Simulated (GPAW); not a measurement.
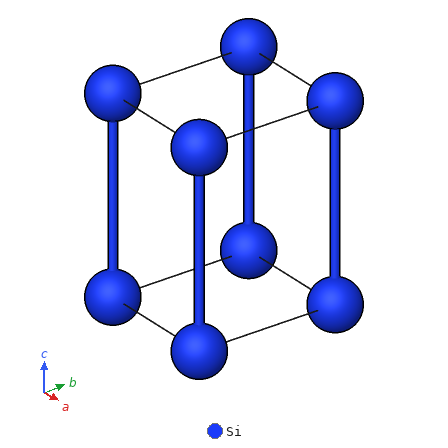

System: Si, space group P6/mmm (No. 191). The picture shows the conventional cell.

The given structure:
```yaml
crystal:
  lattice:
    - [2.62054, 0.00000, 0.00000]
    - [-1.31027, 2.26946, 0.00000]
    - [0.00000, 0.00000, 2.46635]
  atoms:
    - { symbol: Si, position: [0.00000, 0.00000, 0.00000] }
```

Method: PAW DFT in plane waves, on a grid or in atomic orbitals, no spin polarisation; energies at scaled volumes of the given cell, shape and fractions fixed, counted from the fit's minimum, third-order Birch-Murnaghan fit (GPAW 26.7.0). Level: r2SCAN.

- k mesh: 12×12×11
- occupations: Fermi–Dirac
- smearing width: 0.05 eV
- potentials: GPAW PAW data sets (gpaw data 1.2.1)
- wave cutoff: 600 eV
- program settings: basis pw

Predict the energy and pressure against volume. The volume takes the values 13.79, 14.08, 14.37, 14.67, 14.96, 15.25, 15.55 Å³/atom.

A third-order Birch–Murnaghan fit gives V0 = 14.97 Å³/atom, B0 = 113 GPa and B′ = 4.5. The energy is 38.66 meV/atom at volume 13.79 Å³/atom and 7.27 meV/atom at 15.55 Å³/atom; the lowest computed point is at volume 14.96 Å³/atom (0.00 meV/atom). The pressure falls from 11.26 GPa at volume 13.79 Å³/atom to −3.93 GPa at 15.55 Å³/atom, and changes sign near 14.97 Å³/atom.

```tsv
volume (Å³/atom)	energy (meV/atom)	pressure (GPa)
13.79	38.66	11.26
14.08	21.07	7.99
14.37	9.15	5.07
14.67	2.30	2.44
14.96	0.00	0.08
15.25	1.80	-2.03
15.55	7.27	-3.93
```

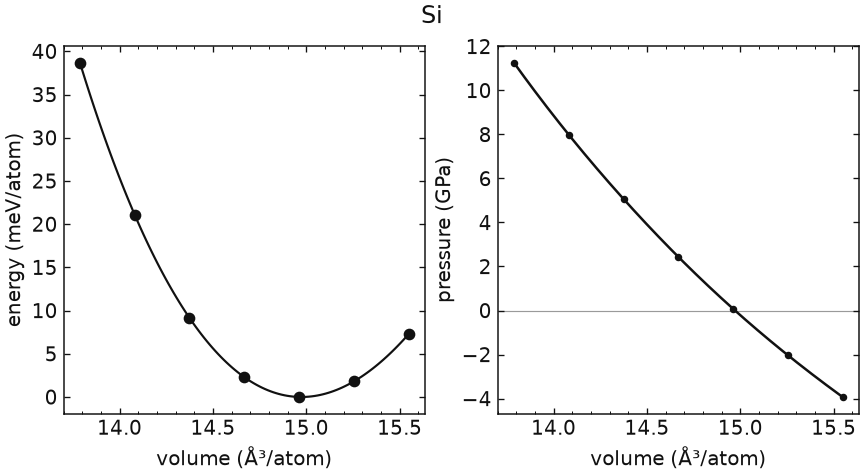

Note: shape and atomic fractions are frozen while scaling, which makes layered, chain and framework solids too stiff.
